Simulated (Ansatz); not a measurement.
## Run report: SnO, field-gradient calculation

The run: field-gradient calculation of SnO (4 atoms in the cell). Method and program: DFT, PBEsol, PAW with Ansatz's default frozen-core files, scalar-relativistic, no spin polarisation (Ansatz 0.2.0).

The structure derives from an entry of the Crystallography Open Database. It belongs to a series of runs on one base structure; here: zz strain of -2 %, PAW files. Figures and captions count atoms from 1; the log counts them from 0 in places.

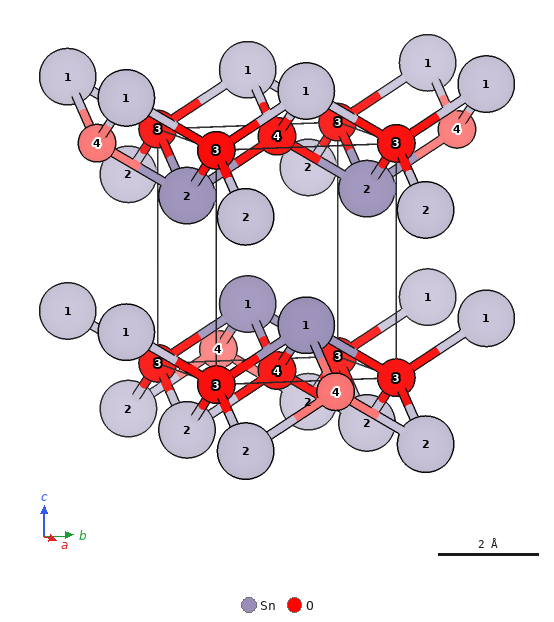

Figure 1. The structure as given in the input (ball-and-stick view of the cell of the calculation, seen slightly off an axis; neighbours outside the cell are drawn fainter; atoms are numbered from 1 in the order of the input). An atom can appear more than once, as a periodic image.

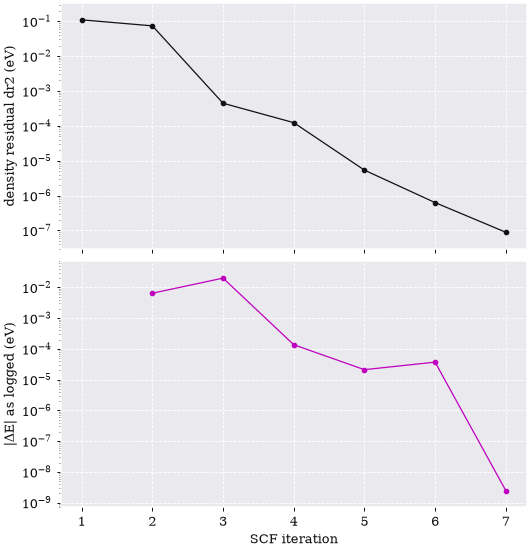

Figure 2. Convergence of the self-consistent field: density residual dr2 and size of the energy change against the SCF iteration. The residual falls at every step.

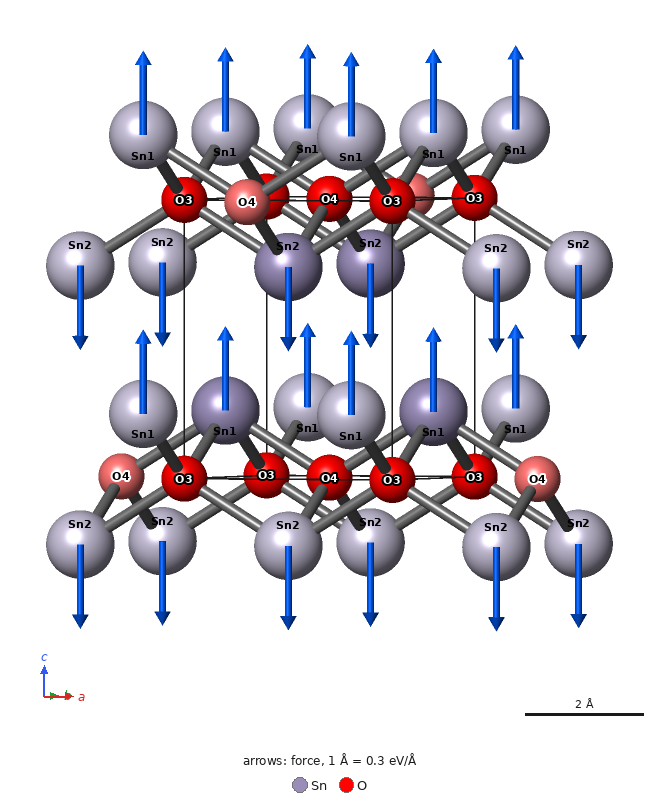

Figure 3. Forces on the atoms as blue arrows (ball-and-stick view of the cell of the calculation, seen at an oblique angle; neighbours outside the cell are drawn fainter; atoms are numbered from 1 in the order of the input). The largest act on Sn1, Sn2 (0.43 eV/Å). The geometry is not a stationary point of this energy.

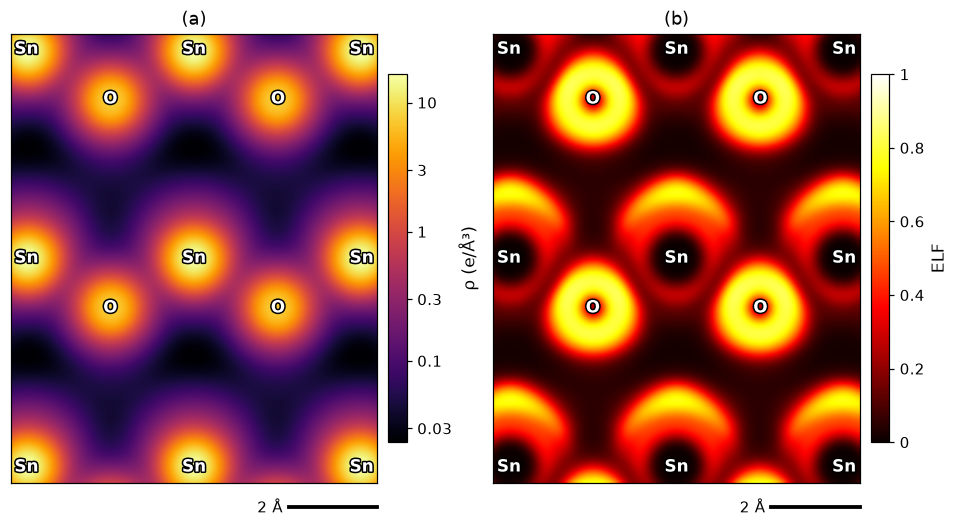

Figure 4. (a) valence charge density (pseudo); (b) ELF on the (100) plane of the conventional cell. Atoms in the plane: Sn and O. Sn–O (2.21 Å): the density is about 0.49 e/Å³ at the midpoint; the ELF is about 0.20 at the midpoint. Away from the nuclei the density in this plane falls to 0.02 e/Å³ at its lowest. The fields are those of the smooth PAW valence density.

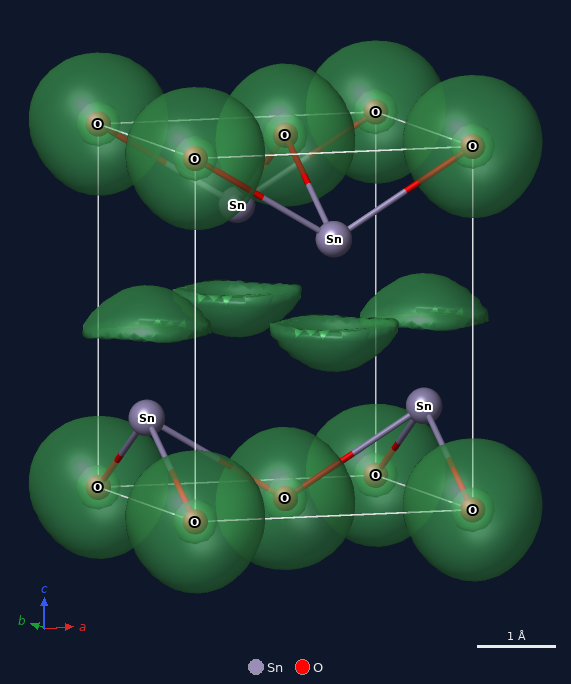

Figure 5. Isosurface of the ELF at 0.6 (green), seen slightly off an axis. Core shells and regions of very low density are left out. Sticks mark near contacts. The outline is the cell set on symmetry axes. Profiles from the grid: Sn–O (2.21 Å): the ELF is about 0.20 at the midpoint.

The input that produced these results follows, with the program's output.

Input file:
```yaml
crystal:
  lattice:
    - [3.802, 0.0, 0.0]
    - [0.0, 3.802, 0.0]
    - [0.0, 0.0, 4.73928]
  atoms:
    - { symbol: Sn, position: [0.0, 0.5, 0.2385] }
    - { symbol: Sn, position: [0.5, 0.0, 0.7615] }
    - { symbol: O, position: [0.0, 0.0, 0.0] }
    - { symbol: O, position: [0.5, 0.5, 0.0] }
kpoints:
  mp_grid: { grid: [8, 8, 6] }
scf:
  occupations: { method: fermi_dirac, width: 0.01 }
hamiltonian:
  xc: pbesol
  pseudopotentials: { kind: paw }
output:
  forces: true
  stress: true
  eigenvalues: true
  efg: { contact_densities: true }
  write_density: true
  write_potential: true
  elf: true
  volumetric_format: npy
```

Launch command:
```bash
ansatz run input.yaml --threads 1 --pin off --max-ram 6144MiB --backend cpu --events-out ev --progress --plain --runs-dir out
```

The program's output:
```
Sn: output.efg is read without spin–orbit coupling, which moves field gradients at and beside such atoms by some per cent and up to a factor of two; PAW files take it under magnetization.noncollinear and magnetization.spin_orbit
Engine: ansatz 0.2.0, aarch64-unknown-linux-gnu
Pseudopotentials: kind: paw
Pseudopotential: Sn, paw, valence charge 14, recommended cutoff 420 eV (normal), Sn.paw.azcp
Pseudopotential: O, paw, valence charge 6, recommended cutoff 420 eV (normal), O.paw.azcp
Functional definition: PBEsol
  exchange = pbesol_x
  correlation = pbesol_c
Crystal: 4 atoms, lattice volume = 68.507 Å³
Basis set: ecut = 420 eV, 1327 PW (Γ), exchange–correlation on 54×54×64 points (8 copies of the dense FFT grid, shifted against one another)
Bands: 24, of which v1, the nominal top of the filled ones, is band 20 counted from 1 (19 counted from 0)
Symmetry: 16 space group operations
Space group: P4/nmm (ITA 129), of the structure as read, at distance tolerance 4.1e-5 Å
k-points: 60 of 384
Non-local potential: Sn, projectors of the file, l = 0: 2, l = 1: 2, l = 2: 2, l = 3: 2
Non-local potential: O, projectors of the file, l = 0: 2, l = 1: 2, l = 2: 1
PAW form: soft (Blöchl's): semilocal exchange-correlation on the pseudo side does not see the compensation charge
PAW frozen core: Sn, regenerated for the run's functional, and the local potential with it (the file was generated under x = pbe(κ = 0.804, μ = 0.2195149727645171), c = pbe(β = 0.06672455060314922))
PAW frozen core: O, regenerated for the run's functional, and the local potential with it (the file was generated under x = pbe(κ = 0.804, μ = 0.2195149727645171), c = pbe(β = 0.06672455060314922))
PAW one-centre angular grid: Sn, 590 points (default); XC on 64 Gauss nodes
PAW one-centre angular grid: O, 110 points (default); XC on 64 Gauss nodes
Initial density: superposition of atomic densities (neutral atoms: chi_scale 0, normalization atom), corrected by the library's trained network
Initial wavefunctions: pseudopotential atomic-orbital guess
Functional: x = pbesol(κ = 0.804, μ = 0.12345679012345678), c = pbesol(β = 0.046)
SCF iter   1: F=—  HF=-13021.437660 eV  |F-HF|=—  |Δ(HF+E_count)|=         —  Δρ=1.39e-2  dr2=1.09e-1  ethr=1.77e-3  ⟨swp⟩=6.2  Hψ=6619  notcnv=0
preconditioner: auto → LDOS  [insulator: Δε(μ)=0.370 eV  Ē_g=18.077 eV  σ=0.010 eV  W_gap=0.62  n_scr=18 (ndim 8)  ℏωp=28.4 eV  f_vac=0.013  D(μ)=0.72/eV (n_scr^D=2)  ε∞_Penn≈3.5  β→1.0]
SCF iter   2: F=—  HF=-13021.431216 eV  |F-HF|=—  |Δ(HF+E_count)|=   6.44e-3  Δρ=1.26e-2  dr2=7.33e-2  ethr=2.74e-4  ⟨swp⟩=3.1  Hψ=3507  notcnv=0
preconditioner: auto → Resta (q_TF=auto, 2.494 Å⁻¹)  ε∞=3.4  [insulator: Δε(μ)=0.081 eV  Ē_g=18.194 eV  σ=0.010 eV  W_gap=0.96  n_scr=18 (ndim 8)  ℏωp=28.4 eV  f_vac=0.012  D(μ)=0.05/eV (n_scr^D=0)  ε∞_Penn≈3.4  β→0.5]
SCF iter   3: F=—  HF=-13021.411175 eV  |F-HF|=—  |Δ(HF+E_count)|=   2.00e-2  Δρ=1.40e-3  dr2=4.43e-4  ethr=1.83e-4  ⟨swp⟩=2.1  Hψ=2280  notcnv=0
SCF iter   4: F=—  HF=-13021.411311 eV  |F-HF|=—  |Δ(HF+E_count)|=   1.36e-4  Δρ=4.10e-4  dr2=1.23e-4  ethr=1.11e-6  ⟨swp⟩=2.5  Hψ=2605  notcnv=0
SCF iter   5: F=—  HF=-13021.411290 eV  |F-HF|=—  |Δ(HF+E_count)|=   2.10e-5  Δρ=8.07e-5  dr2=5.36e-6  ethr=3.08e-7  ⟨swp⟩=2.0  Hψ=1867  notcnv=0
SCF iter   6: F=—  HF=-13021.411253 eV  |F-HF|=—  |Δ(HF+E_count)|=   3.69e-5  Δρ=2.87e-5  dr2=6.28e-7  ethr=1.34e-8  ⟨swp⟩=2.0  Hψ=1923  notcnv=0
SCF iter   7: F=-13021.411253 eV  HF=-13021.411253 eV  |F-HF|=5.85e-8  |Δ(HF+E_count)|=   2.46e-9  Δρ=1.00e-5  dr2=8.87e-8  ethr=2.50e-10  ⟨swp⟩=9.4  Hψ=10243  notcnv=0
SCF 1 converged in 7 iterations: F = -13021.411253 eV  dr2 = 8.87e-8
  greatest PAW one-centre occupation: 0.994 electrons in one spin orbital (limit 2), on the Sn atom at site 1 (counted from 0), in its partial waves of l = 2
SCF converged after 7 iterations
Free energy (F): -13021.411253 eV
Harris-Foulkes:  -13021.411253 eV  (|F-HF|=5.85e-8)
Internal energy: -13021.411036 eV  (E = F + TS)
E sigma→0 (E₀):  -13021.411145 eV
Entropy (-TS):   -0.000217 eV (-0.054 meV/atom)
Fermi energy:    10.165127 eV
--- Per-component energies (eV) ---
  E_band       = -177.949252
  E_kinetic    = 724.822970
  E_local      = -2612.751118  (includes V_loc(G=0)·N_el)
  E_nonlocal   = 36.473766
  E_hartree    = 1418.063580
  E_xc         = -904.673012
  E_vxc        = -381.389206  (∫ρ·V_xc dr)
  E_paw        = -8435.389645  (= ΣΔE_a)
  E_vpaw       = -781.236425  (= ΣTr[D̂ρ^β])
  E_aug_tail   = 0.004816  (compensation charges beyond the density's cutoff)
  E_ewald      = -3248.602650
  E_core_change = 0.640255  (= ΣΔE_core)
  E_smearing   = -0.000217  (= −TS)
  E_closure    = -0.000000  (closes the sum)
  Σ components = -13021.411253   (vs F -13021.411253, Δ=0.00e0)
--- Forces (eV/Å), atoms counted from 1 ---
  atom   1  Sn     0.00000000     0.00000000     0.43120186
  atom   2  Sn     0.00000000     0.00000000    -0.43120186
  atom   3  O      0.00000000     0.00000000     0.00000000
  atom   4  O      0.00000000     0.00000000    -0.00000000
  max |Σ_I F_I| component: 5.55e-17 eV/Å
--- Stress (GPa, compression-positive) ---
        1.439387       0.000000       0.000000
        0.000000       1.439387       0.000000
        0.000000       0.000000       1.982558
  P = ⅓ Tr σ = 1.6204 GPa (16.204 kbar)
--- PAW observables at the nuclei: V_zz in 10²¹ V/m², potentials from the cell's mean, atoms counted from 1 ---
  atom   1  Sn V_zz =   -16.721585   η = 0.0000   by run symmetry: allowed
            electrostatic potential = -8173.308786 V   contact ρ = 1234633.321621 e/Å³
  atom   2  Sn V_zz =   -16.721585   η = 0.0000   by run symmetry: allowed
            electrostatic potential = -8173.308786 V   contact ρ = 1234633.321621 e/Å³
  atom   3  O  V_zz =    -0.287664   η = 0.0000   by run symmetry: allowed
            electrostatic potential = -625.393831 V   contact ρ = 2145.545885 e/Å³
  atom   4  O  V_zz =    -0.287664   η = 0.0000   by run symmetry: allowed
            electrostatic potential = -625.393831 V   contact ρ = 2145.545885 e/Å³
--- Band table (eV; the first three rows and the last of 60) ---
  k-point 0: bands = ["-11.8467", "-11.3572", "-11.3572", "-11.3477", "-11.3027", "-11.2964", "-11.2471", "-11.2371", "-11.2144", "-11.2144", "-10.1754", "-7.3690", "2.4554", "3.4064", "3.6725", "3.6725", "6.5953", "6.8347", "6.8347", "10.1362", "12.2722", "14.5913", "14.8324", "14.8324"]
  k-point 1: bands = ["-11.8419", "-11.3527", "-11.3502", "-11.3502", "-11.2990", "-11.2934", "-11.2502", "-11.2408", "-11.2224", "-11.2224", "-10.1635", "-7.3692", "1.7350", "3.7043", "3.7043", "4.4139", "6.5744", "6.8316", "6.8316", "9.9459", "11.8967", "14.0762", "14.0762", "14.6173"]
  k-point 2: bands = ["-11.8318", "-11.3629", "-11.3329", "-11.3329", "-11.2896", "-11.2852", "-11.2587", "-11.2503", "-11.2418", "-11.2418", "-10.1396", "-7.3698", "1.0571", "3.7702", "3.7702", "5.9279", "6.5335", "6.8228", "6.8228", "9.0869", "11.6429", "13.3061", "13.3061", "14.0818"]
  k-point 59: bands = ["-11.7518", "-11.7518", "-11.3106", "-11.3106", "-11.2844", "-11.2844", "-11.2511", "-11.2511", "-11.2118", "-11.2118", "-8.3029", "-8.3029", "0.9545", "0.9545", "4.4024", "4.4024", "7.4157", "7.4157", "7.5214", "7.5214", "12.5248", "12.5248", "14.3359", "14.3359"]
```

File rho_z.tsv:
```
# z_ang	rho[e/angstrom^3]
# format = ansatz-planar-average/11
# lattice	3.802000000	0.000000000	0.000000000
# lattice	0.000000000	3.802000000	0.000000000
# lattice	0.000000000	0.000000000	4.739280000
# sites	4
# site	50	0.000000000	1.901000000	1.130318280
# site	50	1.901000000	0.000000000	3.608961720
# site	8	0.000000000	0.000000000	0.000000000
# site	8	1.901000000	1.901000000	0.000000000
0.000000	1.036716e0
0.148102	9.753700e-1
0.296205	8.212767e-1
0.444307	6.621768e-1
0.592410	5.981962e-1
0.740513	6.601151e-1
0.888615	7.954086e-1
1.036717	9.074468e-1
1.184820	9.061205e-1
1.332923	7.737646e-1
1.481025	5.733897e-1
1.629128	3.867882e-1
1.777230	2.565725e-1
1.925332	1.813042e-1
2.073435	1.423735e-1
2.221538	1.240721e-1
2.369640	1.186847e-1
2.517742	1.240721e-1
2.665845	1.423735e-1
2.813947	1.813042e-1
2.962050	2.565725e-1
3.110152	3.867882e-1
3.258255	5.733897e-1
3.406357	7.737646e-1
3.554460	9.061205e-1
3.702562	9.074468e-1
3.850665	7.954086e-1
3.998768	6.601151e-1
4.146870	5.981962e-1
4.294973	6.621768e-1
4.443075	8.212767e-1
4.591177	9.753700e-1
```

File v_z.tsv:
```
# z_ang	v_es[eV]	v_tot[eV]
# format = ansatz-planar-average/11
# xc	pbesol
# density_cutoff_ev	1680
# datasets	Sn=:simpson_from_first_knot:soft:shift=-491537	O=:simpson_from_first_knot:soft:shift=-234619
# lattice	3.802000000	0.000000000	0.000000000
# lattice	0.000000000	3.802000000	0.000000000
# lattice	0.000000000	0.000000000	4.739280000
# sites	4
# site	50	0.000000000	1.901000000	1.130318280
# site	50	1.901000000	0.000000000	3.608961720
# site	8	0.000000000	0.000000000	0.000000000
# site	8	1.901000000	1.901000000	0.000000000
0.000000	1.127768e0	-1.194986e1
0.148102	1.339009e0	-1.163446e1
0.296205	2.098549e0	-1.060288e1
0.444307	3.464512e0	-8.901047e0
0.592410	5.611104e0	-6.442437e0
0.740513	7.504144e0	-4.331440e0
0.888615	8.553167e0	-3.159266e0
1.036717	9.262698e0	-2.312286e0
1.184820	9.387334e0	-1.900074e0
1.332923	8.984997e0	-1.813367e0
1.481025	8.355521e0	-1.808529e0
1.629128	7.982428e0	-1.496687e0
1.777230	8.209667e0	-6.516500e-1
1.925332	9.089246e0	6.751956e-1
2.073435	1.023567e1	2.071449e0
2.221538	1.109024e1	3.045280e0
2.369640	1.135811e1	3.352346e0
2.517742	1.109024e1	3.045280e0
2.665845	1.023567e1	2.071449e0
2.813947	9.089246e0	6.751956e-1
2.962050	8.209667e0	-6.516500e-1
3.110152	7.982428e0	-1.496687e0
3.258255	8.355521e0	-1.808529e0
3.406357	8.984997e0	-1.813367e0
3.554460	9.387334e0	-1.900074e0
3.702562	9.262698e0	-2.312286e0
3.850665	8.553167e0	-3.159266e0
3.998768	7.504144e0	-4.331440e0
4.146870	5.611104e0	-6.442437e0
4.294973	3.464512e0	-8.901047e0
4.443075	2.098549e0	-1.060288e1
4.591177	1.339009e0	-1.163446e1
```

Summary:

| quantity | value |
| --- | --- |
| outcome | converged |
| space group (tolerance 0.01 Å) | P4/nmm (129) |
| electrons treated | 40 |
| free energy | −13021.4113 eV |
| Fermi energy | 10.165 eV |
| pressure | 1.62 GPa |
| field gradient V_zz (10²¹ V/m²) | Sn −16.72, Sn −16.72, O −0.29, O −0.29 |
| largest force (length of the vector) | 0.431 eV/Å |
| hardware | 1 thread of Arm Neoverse V2, 24 GiB of memory available, shared host |
| wall time | 8.1 s |
| peak memory | 0.41 GiB |

Remarks:

Warnings of the run: the field gradients leave out spin–orbit coupling.
